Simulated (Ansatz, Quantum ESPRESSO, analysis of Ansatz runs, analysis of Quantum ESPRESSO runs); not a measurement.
# Reproducing a measured charge-transition level: Sb on a Ga site in GaAs (Quantum ESPRESSO)

How near does this set-up come to the measured charge-transition level? Subject: Sb on a Ga site in GaAs. Set-up: QE: PBE, GBRV 1.5 PBE, 32-site cell, PBE lattice, k: the single point 1/4 1/4 1/4 then 2x2x2 shifted, start relaxed with Ansatz. The model is a cell of 32 host atoms with 1 Ga taken out and 1 Sb put in. The level is the Fermi energy at which two charge states have equal formation energy, after a correction for the images of the charge. Other potentials or another program check that the number doesn't hang on one set of files.

**The experiment.** (+1/0) level above the valence-band top: 1.04 eV, by Hall measurements (quoted in “Anion-Antisite-like Defects in III-V Compounds”, 1990, M. J. Caldas et al., quoting earlier work (1987)). The calculation is set beside it at the end.

Method: Quantum ESPRESSO plane-wave DFT, PBE, GBRV 1.5 PBE potentials; relaxation of all atoms of a defect supercell, in Quantum ESPRESSO 7.5.

## Step 1: The starting structure

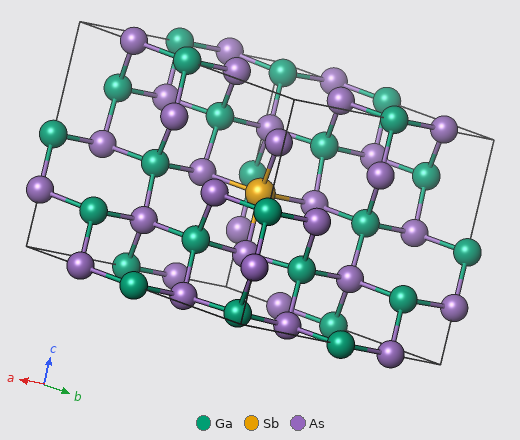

Start, viewed from a free direction; gallium teal, antimony orange, arsenic purple. Some periodic images of atoms are drawn too.

The cell holds 32 atoms: 15 Ga, 1 Sb and 16 As. Its edges and angles: a = 9.937 Å, b = 9.937 Å, c = 9.937 Å, α = 109.5°, β = 109.5°, γ = 109.5°. It derives from GaAs (space group F-43m). Nearest the centre at fractional (0.250, 0.500, 0.250): Sb7 at 0.01 Å, As23 at 2.69 Å, As22 at 2.69 Å, As28 at 2.69 Å, As19 at 2.70 Å, Ga11 at 4.11 Å, Ga10 at 4.11 Å, Ga16 at 4.12 Å. The cell carries charge +1.

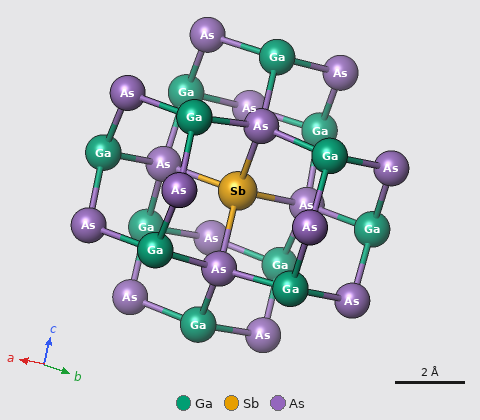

The atoms within 5 Å of the centre.

The host's primitive cell comes from a first run (Quantum ESPRESSO plane-wave DFT, PBE, GBRV 1.5 PBE potentials; relaxation of cell and atoms of a defect-free cell): vectors of 4.057, 4.057 and 4.057 Å. That is 23.60 Å³ an atom, 4.5 % over the diffraction cell's volume. The supercell is built on it.

This program's steps are dear, so the start below was first relaxed with Ansatz (plane-wave PAW DFT, PBE; 44 s).

## Step 2: Relaxation, charge +1

Every later number rests on the structure around the defect, so the atoms are relaxed at the host's lattice first.

pw.in reads:

```
&CONTROL
  calculation = 'relax'
  prefix = 'pwscf'
  outdir = './tmp'
  pseudo_dir = './pseudo'
  tprnfor = .true.
  disk_io = 'low'
  nstep = 70
  forc_conv_thr = 0.00078
  etot_conv_thr = 0.0001
/
&SYSTEM
  ibrav = 0
  nat = 32
  ntyp = 3
  ecutwfc = 45
  ecutrho = 360
  nbnd = 194
  occupations = 'smearing'
  smearing = 'fd'
  degauss = 0.00073499
  nspin = 2
  starting_magnetization(1) = 0.0263
  starting_magnetization(2) = 0.0333
  starting_magnetization(3) = 0.1
  tot_magnetization = 1
  tot_charge = 1
  nosym = .true.
/
&ELECTRONS
  conv_thr = 3d-08
  electron_maxstep = 100
  mixing_beta = 0.3
/
&IONS
  ion_dynamics = 'bfgs'
/
ATOMIC_SPECIES
Ga    69.7230 ga_pbe_v1.4.uspp.F.UPF
Sb   121.7600 sb_pbe_v1.4.uspp.F.UPF
As    74.9216 as_pbe_v1.uspp.F.UPF
CELL_PARAMETERS angstrom
  -5.7369015769    5.7369015769   -5.7369015769
   5.7369015769    5.7369015769    5.7369015769
   5.7369015769   -5.7369015769   -5.7369015769
ATOMIC_POSITIONS crystal
Ga    -0.0060730001   -0.0075602866   -0.0053398559
Ga    -0.0060530869    0.2445917452    0.7424915352
Ga    -0.0026182274    0.5002141059    0.5058408527
Ga    -0.0026084864    0.7557554296    0.2502300408
Ga     0.2495121507    0.0001631064    0.7501971309
Ga     0.2495211095    0.2480802477    0.5058294109
Sb     0.2495158705    0.5001379464    0.2502253887
Ga     0.2495205946    0.7557878392   -0.0019019377
Ga     0.5016643969    0.0079413078    0.5023805120
Ga     0.5051075511    0.2480172361    0.2502046860
Ga     0.5050770513    0.5001966803   -0.0019167232
Ga     0.5016841122    0.7523390651    0.7579392743
Ga     0.7495237072    0.0001683596    0.2502075117
Ga     0.7417762570    0.2446241542   -0.0053562469
Ga     0.7495219377    0.5001582068    0.7501862094
Ga     0.7572518930    0.7523799687    0.5023783435
As     0.0025572438    0.0020474215    0.7521109245
As    -0.0016553729    0.2490308601    0.4972012811
As    -0.0212195606    0.5001842865    0.2502449448
As    -0.0016669786    0.7471330444   -0.0009552836
As     0.2495122596   -0.0016444694    0.5013800277
As     0.2495282156    0.2293886695    0.2502305493
As     0.2495047251    0.5001959890   -0.0205110278
As     0.2495427862    0.7513536382    0.7483915491
As     0.5007032220   -0.0016729399    0.2502328850
As     0.4964676132    0.2490183367   -0.0009625519
As     0.5007046845    0.5001979281    0.7483857200
As     0.5202454231    0.7709436190    0.5209488294
As     0.7513718641    0.0020591120    0.0032420401
As     0.7513897112    0.2532052183    0.7520885725
As     0.7476499188    0.5002016931    0.5013650156
As     0.7476779612    0.7513478237    0.2502168517
K_POINTS crystal
1
0.25 0.25 0.25 1.0
```

On the command line:

```
$ OMP_NUM_THREADS=1 mpirun -n 8 pw.x -in pw.in > pw.out
```

The log of the run:

```text
This program is part of the open-source Quantum ESPRESSO suite
     for quantum simulation of materials; please cite
         "P. Giannozzi et al., J. Phys.:Condens. Matter 21 395502 (2009);
         "P. Giannozzi et al., J. Phys.:Condens. Matter 29 465901 (2017);
         "P. Giannozzi et al., J. Chem. Phys. 152 154105 (2020);
          URL
     in publications or presentations arising from this work. More details at

     Subspace diagonalization in iterative solution of the eigenvalue problem:
     one sub-group per band group will be used
     scalapack distributed-memory algorithm (size of sub-group:  2*  2 procs)

     --------------------
     sticks:   dense  smooth     PW     G-vecs:    dense   smooth      PW
     Min        1190     595    159                73544    25977    3611
     Max        1191     596    160                73546    25978    3614
     Sum        9525    4763   1273               588361   207819   28897

     Using Slab Decomposition

     bravais-lattice index     =            0
     lattice parameter (alat)  =      18.7775  a.u.
     unit-cell volume          =    5096.6967 (a.u.)^3
     number of atoms/cell      =           32
     number of atomic types    =            3
     number of electrons       =       379.00 (up: 190.00, down: 189.00)
     number of Kohn-Sham states=          194
     kinetic-energy cutoff     =      45.0000  Ry
     charge density cutoff     =     360.0000  Ry
     scf convergence threshold =      3.0E-08
     mixing beta               =       0.3000
     number of iterations used =            8  plain     mixing
     energy convergence thresh.=      1.0E-04
     force convergence thresh. =      7.8E-04
     Exchange-correlation= SLA  PW   PBE  PBE
                           (   1   4   3   4   0   0   0)
     nstep                     =           70

     celldm(1)=  18.777462  celldm(2)=   0.000000  celldm(3)=   0.000000
     celldm(4)=   0.000000  celldm(5)=   0.000000  celldm(6)=   0.000000

     crystal axes: (cart. coord. in units of alat)
               a(1) = (  -0.577350   0.577350  -0.577350 )
               a(2) = (   0.577350   0.577350   0.577350 )
               a(3) = (   0.577350  -0.577350  -0.577350 )

     reciprocal axes: (cart. coord. in units 2 pi/alat)
               b(1) = (  0.000000  0.866025 -0.866025 )
               b(2) = (  0.866025  0.866025 -0.000000 )
               b(3) = (  0.866025  0.000000 -0.866025 )

     PseudoPot. # 1 for Ga read from file:
     ga_pbe_v1.4.uspp.F.UPF
     Pseudo is Ultrasoft + core correction, Zval = 19.0
     Generated by new atomic code, or converted to UPF format
     Using radial grid of  871 points,  6 beta functions with:
                l(1) =   0
                l(2) =   0
                l(3) =   1
                l(4) =   1
                l(5) =   2
                l(6) =   2
     Q(r) pseudized with  8 coefficients,  rinner =    1.250   1.250   1.250
                                                       1.250   1.250

     PseudoPot. # 2 for Sb read from file:
     sb_pbe_v1.4.uspp.F.UPF
     Pseudo is Ultrasoft + core correction, Zval = 15.0
     Generated by new atomic code, or converted to UPF format
     Using radial grid of  891 points,  6 beta functions with:
                l(1) =   0
                l(2) =   0
                l(3) =   1
                l(4) =   1
                l(5) =   2
                l(6) =   2
     Q(r) pseudized with  8 coefficients,  rinner =    1.350   1.350   1.350
                                                       1.350   1.350

     PseudoPot. # 3 for As read from file:
     as_pbe_v1.uspp.F.UPF
     Pseudo is Ultrasoft + core correction, Zval =  5.0
     Generated by new atomic code, or converted to UPF format
     Using radial grid of  875 points,  6 beta functions with:
                l(1) =   0
                l(2) =   0
                l(3) =   1
                l(4) =   1
                l(5) =   2
                l(6) =   2
     Q(r) pseudized with  8 coefficients,  rinner =    1.300   1.300   1.300
                                                       1.300   1.300

     atomic species   valence    mass     pseudopotential
     Ga               19.00    69.72300     Ga( 1.00)
     Sb               15.00   121.76000     Sb( 1.00)
     As                5.00    74.92160     As( 1.00)

     Starting magnetic structure
     atomic species   magnetization
     Ga              0.026
     Sb              0.033
     As              0.100

     No symmetry found

   Cartesian axes

     site n.     atom                  positions (alat units)
         1        Ga     tau(   1) = (  -0.0039417  -0.0047882   0.0022243  )
         2        Ga     tau(   2) = (   0.5733875  -0.2909573  -0.2839678  )
         3        Ga     tau(   3) = (   0.5823577  -0.0047602  -0.0017370  )
         4        Ga     tau(   4) = (   0.5823120   0.2903592   0.2933712  )
         5        Ga     tau(   5) = (   0.2891648  -0.2889764  -0.5770883  )
         6        Ga     tau(   6) = (   0.2912089  -0.0047505  -0.2928726  )
         7        Sb     tau(   7) = (   0.2891644   0.2883451   0.0002290  )
         8        Ga     tau(   8) = (   0.2911954   0.5815132   0.2933916  )
         9        Ga     tau(   9) = (   0.0049984   0.0041715  -0.5751007  )
        10        Ga     tau(  10) = (  -0.0039754   0.2903611  -0.2928869  )
        11        Ga     tau(  11) = (  -0.0039243   0.5815017  -0.0017111  )
        12        Ga     tau(  12) = (   0.5823121   0.2864142  -0.2928807  )
        13        Ga     tau(  13) = (  -0.2881831   0.2883775  -0.5770979  )
        14        Ga     tau(  14) = (  -0.2901233   0.5725910  -0.2839385  )
        15        Ga     tau(  15) = (   0.2891500   0.2883830  -0.5770904  )
        16        Ga     tau(  16) = (   0.2872355   0.5815381  -0.2928611  )
        17        As     tau(  17) = (   0.4339371  -0.4315729  -0.4345258  )
        18        As     tau(  18) = (   0.4317931  -0.1442370  -0.1423255  )
        19        As     tau(  19) = (   0.4455116   0.1320514   0.1565537  )
        20        As     tau(  20) = (   0.4317684   0.4309466   0.4328714  )
        21        As     tau(  21) = (   0.1444665  -0.1463654  -0.4344773  )
        22        As     tau(  22) = (   0.1328431   0.1320321  -0.1560982  )
        23        As     tau(  23) = (   0.1328946   0.4446820   0.1565787  )
        24        As     tau(  24) = (   0.7218047   0.1457838  -0.1423634  )
        25        As     tau(  25) = (  -0.1455750   0.1436432  -0.4345190  )
[...]
atom  10 (R=0.102)  charge= 17.0510  magn=  0.0035
     atom  11 (R=0.102)  charge= 17.0510  magn=  0.0035
     atom  12 (R=0.102)  charge= 17.0510  magn=  0.0035
     atom  13 (R=0.102)  charge= 17.0560  magn=  0.0080
     atom  14 (R=0.102)  charge= 17.0510  magn=  0.0035
     atom  15 (R=0.102)  charge= 17.0559  magn=  0.0080
     atom  16 (R=0.102)  charge= 17.0510  magn=  0.0035
[...]
atom  25 (R=0.102)  charge=  2.7584  magn=  0.0041
     atom  26 (R=0.102)  charge=  2.7583  magn=  0.0041
     atom  27 (R=0.102)  charge=  2.7583  magn=  0.0041
     atom  28 (R=0.102)  charge=  2.7377  magn=  0.0752
     atom  29 (R=0.102)  charge=  2.7583  magn=  0.0041
     atom  30 (R=0.102)  charge=  2.7583  magn=  0.0041
     atom  31 (R=0.102)  charge=  2.7582  magn=  0.0041
     atom  32 (R=0.102)  charge=  2.7583  magn=  0.0041

     End of self-consistent calculation

 ------ SPIN UP ------------

          k = 0.4330 0.4330-0.4330 ( 25972 PWs)   bands (ev):

   -87.3261 -87.3260 -87.3260 -87.3260 -87.3259 -87.3259 -87.3259 -87.3259
   -87.3258 -87.3258 -87.3258 -87.3258 -87.3130 -87.3130 -87.3129 -87.3129
   -87.3129 -87.3129 -87.3129 -87.3129 -87.3128 -87.3128 -87.3128 -87.3128
   -87.3101 -87.3101 -87.3101 -87.3100 -87.3100 -87.3100 -87.3099 -87.3099
   -87.3099 -87.3099 -87.3099 -87.3099 -87.2530 -87.2530 -87.2530 -87.2529
   -87.2529 -87.2529 -87.2439 -87.2439 -87.2438 -22.4406 -22.4406 -22.4406
   -22.4291 -22.4291  -7.8109  -7.7990  -7.7990  -7.7990  -7.7955  -7.7955
    -7.7955  -7.7952  -7.7952  -7.7920  -7.7919  -7.7919  -7.7536  -7.7516
    -7.7515  -7.7515  -7.7127  -7.7127  -7.7127  -7.7116  -7.7116  -7.7116
    -7.7106  -7.7106  -7.7027  -7.7027  -7.7000  -7.7000  -7.7000  -7.6957
    -7.6957  -7.6957  -7.6937  -7.6930  -7.6930  -7.6930  -7.6715  -7.6698
    -7.6698  -7.6698  -7.6648  -7.6647  -7.6632  -7.6631  -7.6631  -7.6629
    -7.6629  -7.6629  -7.6593  -7.6593  -7.6593  -7.6583  -7.6583  -7.6555
    -7.6554  -7.6554  -7.6508  -7.6508  -7.6508  -7.6501  -7.6481  -7.6438
    -7.6438  -7.6438  -7.6435  -7.6435  -7.6417  -7.6417  -7.6417  -7.5970
    -7.5970  -7.5969  -7.5888  -7.5887  -7.5887  -5.2515  -4.8792  -4.8791
[...]
8.1574   8.5997

 ------ SPIN DOWN ----------

          k = 0.4330 0.4330-0.4330 ( 25972 PWs)   bands (ev):

[...]
-4.8532  -3.8281  -3.7012  -3.7011  -3.7011  -3.5380  -3.5379  -3.5367
    -3.5366  -3.5365  -3.5318  -3.5318  -3.5317  -1.2897   0.8013   0.8014
     0.8015   0.8049   0.8050   0.8406   0.8407   0.8408   0.8503   0.8504
     0.8504   2.6636   2.8724   2.8725   2.8725   3.5019   3.5020   3.5021
     3.8127   3.8394   3.8394   3.8395   3.8988   3.8988   3.8989   3.9206
     3.9207   4.8016   4.8017   4.8017   4.9777   4.9778   4.9778   4.9842
     5.0049   5.0050   5.0943   5.0943   5.0944   6.1932   6.1932   6.1933
     6.2962   6.2963   6.3234   6.3234   6.3235   7.5216   8.1961   8.1961
     8.1962   8.6388

     the spin up/dw Fermi energies are     7.6118    7.2362 ev

!    total energy              =   -7060.48757841 Ry
     estimated scf accuracy    <       0.00000003 Ry
     smearing contrib. (-TS)   =      -0.00000000 Ry
     internal energy E=F+TS    =   -7060.48757841 Ry

     The total energy is F=E-TS. E is the sum of the following terms:
     one-electron contribution =   -6287.37263323 Ry
     hartree contribution      =    3268.48242323 Ry
     xc contribution           =   -1276.88753008 Ry
     ewald contribution        =   -2764.70983833 Ry

     total magnetization       =     1.00 Bohr mag/cell
     absolute magnetization    =     1.09 Bohr mag/cell

     convergence has been achieved in  13 iterations

     Forces acting on atoms (cartesian axes, Ry/au):

     atom    1 type  1   force =     0.00004353    0.00005128    0.00009004
     atom    2 type  1   force =     0.00005543   -0.00006951   -0.00004994
     atom    3 type  1   force =    -0.00008256    0.00006591   -0.00005890
     atom    4 type  1   force =    -0.00005353    0.00006550   -0.00005080
     atom    5 type  1   force =    -0.00000508    0.00000114    0.00000344
     atom    6 type  1   force =     0.00008028    0.00006144    0.00003727
     atom    7 type  2   force =     0.00005793    0.00001586    0.00000745
     atom    8 type  1   force =     0.00006694   -0.00005705   -0.00005597
     atom    9 type  1   force =    -0.00005733   -0.00007757    0.00007138
     atom   10 type  1   force =     0.00008433    0.00010062    0.00003409
     atom   11 type  1   force =     0.00002518   -0.00003893   -0.00009725
     atom   12 type  1   force =    -0.00006824   -0.00010025    0.00007939
     atom   13 type  1   force =     0.00002686    0.00001556    0.00000159
     atom   14 type  1   force =    -0.00005796    0.00003594   -0.00007049
     atom   15 type  1   force =     0.00001915   -0.00002848    0.00002493
     atom   16 type  1   force =    -0.00009863   -0.00009217    0.00004796
[...]
atom   25 type  3   force =    -0.00001252   -0.00004563   -0.00001412
     atom   26 type  3   force =     0.00003959   -0.00001225    0.00000036
     atom   27 type  3   force =    -0.00002796    0.00003997    0.00005450
     atom   28 type  3   force =     0.00025255    0.00025730   -0.00028242
     atom   29 type  3   force =     0.00001348    0.00004995   -0.00002401
     atom   30 type  3   force =     0.00001073    0.00002995   -0.00003442
     atom   31 type  3   force =     0.00002704   -0.00002108    0.00004120
     atom   32 type  3   force =     0.00003145   -0.00006080    0.00001490

     Total force =     0.001008     Total SCF correction =     0.000544
     SCF correction compared to forces is large: reduce conv_thr to get better values

     BFGS Geometry Optimization
     Energy error            =      1.0E-06 Ry
     Gradient error          =      2.8E-04 Ry/Bohr

     bfgs converged in   1 scf cycles and   0 bfgs steps
     (criteria: energy <  1.0E-04 Ry, force <  7.8E-04 Ry/Bohr)

     End of BFGS Geometry Optimization

     Final energy             =   -7060.4875784079 Ry
Begin final coordinates

ATOMIC_POSITIONS (crystal)
Ga              -0.0060730001       -0.0075602866       -0.0053398559
Ga              -0.0060530869        0.2445917452        0.7424915352
Ga              -0.0026182274        0.5002141059        0.5058408527
Ga              -0.0026084864        0.7557554296        0.2502300408
Ga               0.2495121507        0.0001631064        0.7501971309
Ga               0.2495211095        0.2480802477        0.5058294109
Sb               0.2495158705        0.5001379464        0.2502253887
Ga               0.2495205946        0.7557878392       -0.0019019377
Ga               0.5016643969        0.0079413078        0.5023805120
Ga               0.5051075511        0.2480172361        0.2502046860
Ga               0.5050770513        0.5001966803       -0.0019167232
Ga               0.5016841122        0.7523390651        0.7579392743
Ga               0.7495237072        0.0001683596        0.2502075117
Ga               0.7417762570        0.2446241542       -0.0053562469
Ga               0.7495219377        0.5001582068        0.7501862094
Ga               0.7572518930        0.7523799687        0.5023783435
[...]
As               0.5007032220       -0.0016729399        0.2502328850
As               0.4964676132        0.2490183367       -0.0009625519
As               0.5007046845        0.5001979281        0.7483857200
As               0.5202454231        0.7709436190        0.5209488294
As               0.7513718641        0.0020591120        0.0032420401
As               0.7513897112        0.2532052183        0.7520885725
As               0.7476499188        0.5002016931        0.5013650156
As               0.7476779612        0.7513478237        0.2502168517
End final coordinates

=------------------------------------------------------------------------------=
   JOB DONE.
=------------------------------------------------------------------------------=
```

Run time: 2.6 min. Hardware: 8 MPI ranks of Arm Neoverse V1, shared host; peak memory 3.1 GiB; 21 min of CPU time.

No atom moved by 0.005 Å in the relaxation.

Neighbours of Sb7 at the end:

```
atom  distance (Å)
As23         2.690
As28         2.690
As22         2.690
As19         2.690
 Ga6         4.119
 Ga1         4.119
Ga11         4.119
Ga10         4.119
Ga12         4.119
 Ga2         4.119
Ga16         4.119
Ga14         4.119
 Ga4         4.119
 Ga3         4.120
 Ga8         4.120
 Ga9         4.120
```

This step gave:

| Item | Value |
| --- | --- |
| total moment | 1.0000 μB |
| integral of the absolute spin density | 1.091 μB |

(Continued in part 2 of 4.)

[Logs are printed without paths, hosts, clocks, repeated set-up lines and the standing remarks that a program may print on its own settings, such as how far it seeks lower states.]

[Hosts, paths, dates, database ids (printed as entryN), source tags and the programs' standing remarks are cut or masked in the printed files.]

[For some hosts the program warned that the k-mesh of the response run may be too coarse for force constants and the static dielectric constant; such warnings are not shown here.]
